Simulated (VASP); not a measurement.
# TiO₂: band-structure run (part 2 of 2)

Continued. System: TiO₂ (P4₂/mnm, 6 atoms in the cell). Method: Kohn-Sham DFT of a periodic cell, PBEsol, VASP PAW PBE potentials, recommended, no spin polarisation (VASP 6.6.1); cutoff 520 eV, 4×4×6 k-mesh, Gaussian smearing of 0.03 eV. The structure derives from an entry of the Crystallography Open Database.

Geometry of the input (Å; fractional positions):
```
4.5927  -0.0000  0.0000
0.0000  4.5927  0.0000
0.0000  0.0000  2.9417
Ti 0.0000  1.0000  1.0000
Ti 0.5000  0.5000  0.5000
O  0.3043  0.3043  0.0000
O  0.1957  0.8043  0.5000
O  0.6957  0.6957  1.0000
O  0.8043  0.1957  0.5000
```

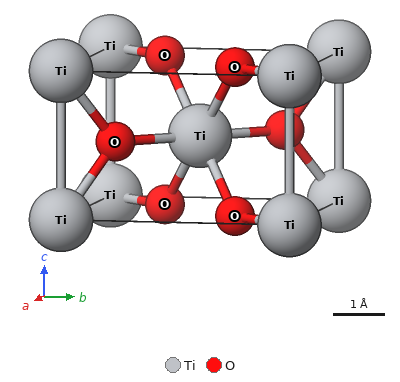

Fig. 1: The structure as given in the input (ball-and-stick view of the cell of the calculation, seen slightly off an axis). An atom can appear more than once, as a periodic image.

## Parts of OUTCAR, continued
```
 Free energy of the ion-electron system (eV)
  ---------------------------------------------------
  ext. energy  EPLUGINS =         0.00000000
  ---------------------------------------------------
  free energy    TOTEN  =       -56.09775830 eV

  energy without entropy =      -56.09775830  energy(sigma->0) =      -56.09775830

 E-fermi :   4.9709     XC(G=0): -11.7346     alpha+bet :-13.8817

 val. band max:        4.7901517821   @ k =   0.0000   0.0000   0.0000
 cond. band min:       6.6202757618   @ k =   0.0000   0.0000   0.0000
 fundamental gap:      1.8301239797
 Fermi energy:         4.9709106916

 k-point     1 :       0.0000    0.0000    0.0000
  band No.  band energies     occupation
      1     -51.8457      2.00000
      2     -51.8275      2.00000
      3     -28.2745      2.00000
      4     -28.2745      2.00000
      5     -28.1012      2.00000
      6     -28.1012      2.00000
      7     -28.0573      2.00000
      8     -28.0222      2.00000
      9     -13.3808      2.00000
     10     -12.1790      2.00000
     11     -11.4193      2.00000
     12     -11.4193      2.00000
     13      -1.0752      2.00000
     14      -0.6358      2.00000
     15      -0.2549      2.00000
     16       0.9440      2.00000
     17       0.9440      2.00000
     18       2.1780      2.00000
     19       2.1780      2.00000
     20       2.8156      2.00000
     21       4.1010      2.00000
     22       4.3317      2.00000
     23       4.3317      2.00000
     24       4.7902      2.00000
     25       6.6203      0.00000
     26       6.8985      0.00000
     27       7.1943      0.00000
     28       7.2914      0.00000
     29       7.2914      0.00000
     30       9.2435      0.00000
     31       9.4226      0.00000
     32      11.4874      0.00000
     33      11.7073      0.00000

 k-point     2 :       0.2500    0.0000    0.0000
  band No.  band energies     occupation
      1     -51.8430      2.00000
      2     -51.8301      2.00000
      3     -28.2541      2.00000
      4     -28.2524      2.00000
      5     -28.1256      2.00000
      6     -28.1238      2.00000
      7     -28.0521      2.00000
      8     -28.0273      2.00000
      9     -13.1612      2.00000
     10     -12.2119      2.00000
     11     -11.6097      2.00000
     12     -11.5025      2.00000
     13      -0.7057      2.00000
     14      -0.4059      2.00000
     15       0.1751      2.00000
     16       0.9680      2.00000
     17       0.9816      2.00000
     18       1.8357      2.00000
     19       2.0519      2.00000
     20       2.8562      2.00000
     21       3.3196      2.00000
     22       3.7346      2.00000
     23       3.9541      2.00000
     24       4.5539      2.00000
     25       6.9246      0.00000
     26       7.2376      0.00000
     27       7.5236      0.00000
     28       7.5961      0.00000
     29       7.6102      0.00000
     30       9.1041      0.00000
     31       9.7275      0.00000
     32      11.2944      0.00000
     33      11.3295      0.00000

 k-point     3 :       0.5000    0.0000    0.0000
  band No.  band energies     occupation
      1     -51.8365      2.00000
      2     -51.8365      2.00000
      3     -28.2178      2.00000
      4     -28.2178      2.00000
      5     -28.1625      2.00000
      6     -28.1625      2.00000
      7     -28.0397      2.00000
      8     -28.0397      2.00000
      9     -12.6212      2.00000
     10     -12.6212      2.00000
     11     -11.6631      2.00000
     12     -11.6631      2.00000
     13      -0.2149      2.00000
     14      -0.2149      2.00000
     15       1.0056      2.00000
     16       1.0056      2.00000
     17       1.4671      2.00000
     18       1.4671      2.00000
     19       1.6881      2.00000
     20       1.6881      2.00000
     21       3.1497      2.00000
     22       3.1497      2.00000
     23       4.0309      2.00000
     24       4.0309      2.00000
     25       7.3018      0.00000
     26       7.3018      0.00000
     27       7.8281      0.00000
     28       7.8281      0.00000
     29       8.3839      0.00000
     30       8.3839      0.00000
     31      10.9529      0.00000
     32      10.9533      0.00000
     33      11.1202      0.00000

 k-point     4 :       0.2500    0.2500    0.0000
  band No.  band energies     occupation
      1     -51.8411      2.00000
      2     -51.8320      2.00000
      3     -28.2811      2.00000
      4     -28.2183      2.00000
      5     -28.1620      2.00000
      6     -28.0971      2.00000
      7     -28.0484      2.00000
      8     -28.0309      2.00000
      9     -13.0172      2.00000
     10     -12.3105      2.00000
     11     -11.6934      2.00000
     12     -11.4894      2.00000
     13      -0.8535      2.00000
     14      -0.1394      2.00000
     15       0.4943      2.00000
     16       0.9080      2.00000
     17       1.0060      2.00000
     18       1.6809      2.00000
     19       2.2992      2.00000
     20       2.9629      2.00000
     21       3.0135      2.00000
     22       3.6351      2.00000
     23       3.6600      2.00000
     24       4.3804      2.00000
     25       6.6910      0.00000
     26       7.3022      0.00000
     27       7.3396      0.00000
     28       7.8332      0.00000
     29       7.9628      0.00000
     30       8.9717      0.00000
     31       9.9724      0.00000
     32      11.1184      0.00000
     33      11.4845      0.00000

 k-point     5 :       0.5000    0.2500    0.0000
  band No.  band energies     occupation
      1     -51.8365      2.00000
      2     -51.8365      2.00000
      3     -28.2619      2.00000
      4     -28.2619      2.00000
      5     -28.1187      2.00000
      6     -28.1187      2.00000
      7     -28.0396      2.00000
      8     -28.0396      2.00000
      9     -12.6596      2.00000
     10     -12.6596      2.00000
     11     -11.6083      2.00000
     12     -11.6083      2.00000
     13      -0.5575      2.00000
     14      -0.5575      2.00000
     15       0.9356      2.00000
     16       0.9356      2.00000
     17       1.4370      2.00000
     18       1.4370      2.00000
     19       2.5153      2.00000
     20       2.5153      2.00000
     21       3.3201      2.00000
     22       3.3201      2.00000
     23       3.6740      2.00000
     24       3.6740      2.00000
     25       7.0276      0.00000
     26       7.0276      0.00000
     27       7.5671      0.00000
     28       7.5671      0.00000
     29       8.5391      0.00000
     30       8.5391      0.00000
     31      10.7889      0.00000
     32      10.7889      0.00000
     33      11.3075      0.00000

 [... the levels of 18 k-points are left out ...]

 k-point    24 :       0.5000    0.5000    0.5000
  band No.  band energies     occupation
      1     -51.7920      2.00000
      2     -51.7920      2.00000
      3     -28.5218      2.00000
      4     -28.5218      2.00000
      5     -28.1257      2.00000
      6     -28.1257      2.00000
      7     -28.1033      2.00000
      8     -28.1033      2.00000
      9     -12.0525      2.00000
     10     -12.0525      2.00000
     11     -11.7403      2.00000
     12     -11.7403      2.00000
     13      -0.0367      2.00000
     14      -0.0367      2.00000
     15       0.1498      2.00000
     16       0.1498      2.00000
     17       1.2217      2.00000
     18       1.2217      2.00000
     19       2.0092      2.00000
     20       2.0092      2.00000
     21       3.4776      2.00000
     22       3.4776      2.00000
     23       4.1106      2.00000
     24       4.1106      2.00000
     25       7.3782      0.00000
     26       7.3782      0.00000
     27       7.9920      0.00000
     28       7.9920      0.00000
     29       8.0541      0.00000
     30       8.0541      0.00000
     31      10.7810      0.00000
     32      10.7830      0.00000
     33      10.9180      0.00000

------------------------ aborting loop because EDIFF is reached ----------------------------------------

  FORCE on cell =-STRESS in cart. coord.  units (eV):
  Direction    XX          YY          ZZ          XY          YZ          ZX
  --------------------------------------------------------------------------------------
  -------------------------------------------------------------------------------------
  Total        0.0951960      0.0951960      0.1132267      0.0000000      0.0000000      0.0000000
  in kB        2.4580307      2.4580307      2.9235971      0.0000000      0.0000000      0.0000000
  external PRESSURE =       2.6132195 kB  Pullay stress =       0.0000000 kB

 VOLUME and BASIS-vectors are now :
 -----------------------------------------------------------------------------
  energy-cutoff  :      520.00
  volume of cell :       62.05
      direct lattice vectors                 reciprocal lattice vectors
     4.592707136  0.000000000  0.000000000     0.217736505  0.000000000  0.000000000
     0.000000000  4.592707136  0.000000000     0.000000000  0.217736505  0.000000000
     0.000000000  0.000000000  2.941740926     0.000000000  0.000000000  0.339934761

 POSITION                                       TOTAL-FORCE (eV/Angst)
 -----------------------------------------------------------------------------------
      0.00000      0.00000      0.00000         0.000000     -0.000000      0.000000
      2.29635      2.29635      1.47087         0.000000     -0.000000      0.000000
      1.39768      1.39768      0.00000        -0.000420     -0.000420     -0.000000
      0.89868      3.69403      1.47087         0.000420     -0.000420     -0.000000
      3.19503      3.19503      0.00000         0.000420      0.000420      0.000000
      3.69403      0.89868      1.47087        -0.000420      0.000420      0.000000
 -----------------------------------------------------------------------------------
    total drift:                               -0.000000      0.000000     -0.000000

  FREE ENERGIE OF THE ION-ELECTRON SYSTEM (eV)
  ---------------------------------------------------
  free  energy   TOTEN  =       -56.0977583023 eV

  energy  without entropy=      -56.0977583023  energy(sigma->0) =      -56.09775830
```

## CONTCAR
```
TiO2
   1.00000000000000
     4.5927071364999996    0.0000000000000000    0.0000000000000000
     0.0000000000000000    4.5927071364999996    0.0000000000000000
     0.0000000000000000    0.0000000000000000    2.9417409262000001
  Ti              O
     2     4
Direct
     0.0000000000000000    0.0000000000000000    0.0000000000000000
     0.5000000000000000    0.5000000000000000    0.5000000000000000
     0.3043249358259530    0.3043249358259530    0.0000000000000000
     0.1956750641740470    0.8043249358259530    0.5000000000000000
     0.6956750641740470    0.6956750641740470    0.0000000000000000
     0.8043249358259530    0.1956750641740470    0.5000000000000000

  0.00000000E+00  0.00000000E+00  0.00000000E+00
  0.00000000E+00  0.00000000E+00  0.00000000E+00
  0.00000000E+00  0.00000000E+00  0.00000000E+00
  0.00000000E+00  0.00000000E+00  0.00000000E+00
  0.00000000E+00  0.00000000E+00  0.00000000E+00
  0.00000000E+00  0.00000000E+00  0.00000000E+00
```

## Summary

| quantity | value |
| --- | --- |
| outcome | converged |
| space group (tolerance 0.01 Å) | P4₂/mnm (136) |
| electrons treated | 48 |
| free energy | −56.0978 eV |
| gap on the k-point mesh | 1.83 eV |
| gap on the band path | 1.83 eV |
| pressure | 0.26 GPa |
| largest force (length of the vector) | 0.001 eV/Å |
| hardware | 4 threads of Intel Xeon (Sapphire Rapids), 64 GiB of memory available, shared host |
| wall time | 14 s (CPU time 46 s) |
| peak memory | 0.21 GiB |
